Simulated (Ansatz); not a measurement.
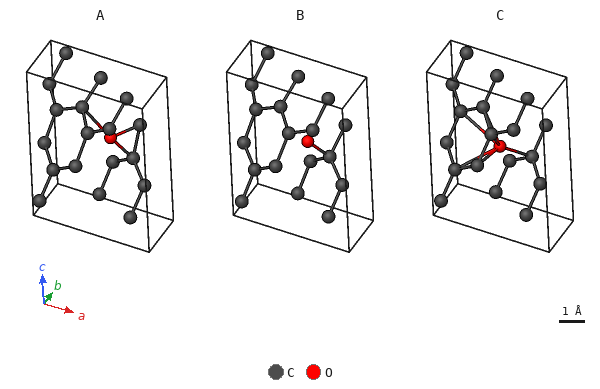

3 geometries from one relaxation of a defect cell of composition C18O (coarse preliminary run), in shuffled order. Style: ball-and-stick. Shown: the cell of the calculation (origin shifted), slightly off an axis.

Case: O interstitial, charge +0, atoms relaxed at the host's cell.

Theory: DFT PBE+D3(BJ), scalar-relativistic, plane waves, PAW in Ansatz 0.2.0. Set-up: plane-wave cutoff 420 eV; k-point mesh 1 × 1 × 1; occupations gaussian; smearing width 0.01 eV; no spin polarisation; atoms relaxed in a fixed cell; force threshold 0.025 eV/Å; at most 45 steps.

Put them in the order of the run, from the start to the converged end.

Answer. C, B, A. They are steps 0, 3, 15, at +3.036 eV per cell of the calculation, +0.559 eV per cell of the calculation relative to the last. Over 13 accepted moves (15 points after the start) the energy falls by 3.036 eV per cell of the calculation. Largest force component: 3.9 eV/Å at the start, 0.02 eV/Å at the end. The line search rejected the trial steps at points 9, 11 of the run. The O atom moves most: 0.66 Å roughly along [1 2 1]. By element the largest moves are O 0.66 Å, C 0.31 Å. The lattice vectors keep their values. Among the contacts that change: C–O 2.330 → 1.415 Å, C–O 1.969 → 2.714 Å, C–O 2.125 → 2.833 Å, C–O 1.903 → 2.513 Å. New bonds form: C–O (2.33 → 1.41 Å). Among the angles between lasting bonds that change: C–C–C 120.0° → 123.4°, C–C–C 120.0° → 117.1°, C–C–C 120.0° → 117.7°. Cost: 6.5 s on 4 threads of Arm Neoverse V2 (shared host), peak memory 0.31 GiB.

Limits of the set-up: the periodic images lie only 5.1 Å apart, so the values are limited by the cell's size.
